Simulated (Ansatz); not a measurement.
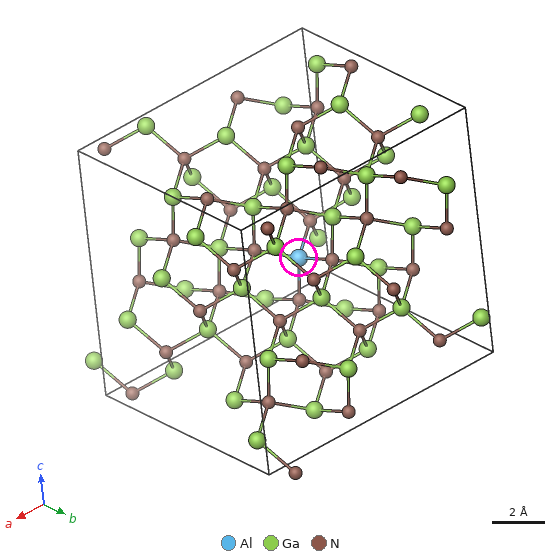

Shown here is a ball-and-stick view of the crystal, taken from a general direction. The edges of the supercell are marked. The host is GaN, in a cell of 64 sites, and the cell is neutral. A ring marks the defect's site.

Name the defect and give its surroundings.

Aluminium on a gallium site (a substitutional impurity). It is bonded to four N in a tetrahedral arrangement at about 1.9 Å.

The atoms were relaxed in the host's cell with DFT PBE, scalar-relativistic, plane waves, PAW in Ansatz.
